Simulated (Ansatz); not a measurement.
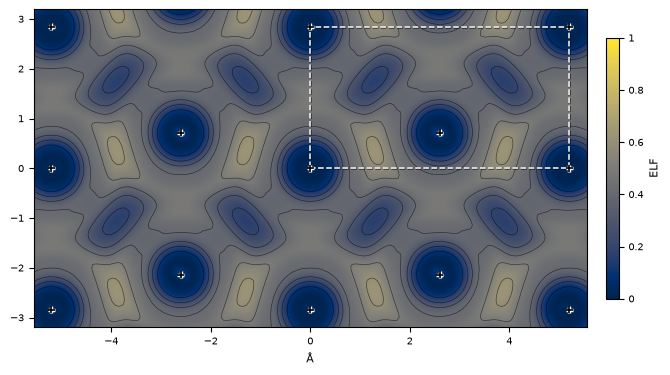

The ELF on a plane through atoms (crosses mark nuclei in the plane).

Level of theory: DFT PBE, scalar-relativistic, plane waves, PAW (Ansatz).

Candidates:
A. Ge, a = 5.21 Å, b = 5.21 Å, c = 2.85 Å, α = 90.00°, β = 90.00°, γ = 90.00°. Space group I4₁/amd; a structure from a database of computed crystals, not necessarily the ambient phase.
B. Cu, a = 2.95 Å, b = 2.95 Å, c = 2.76 Å, α = 90.00°, β = 90.00°, γ = 90.00°. Space group I4/mmm; a structure from a database of computed crystals, not necessarily the ambient phase; computed without spin polarisation.

Which candidate gave the map?

Candidate A: Ge on the (010) plane of the conventional cell, which holds Ge. Ge–Ge (2.70 Å): the ELF peaks at about 0.65 between the atoms. Ge–Ge (2.85 Å): the ELF is about 0.50 at the midpoint.
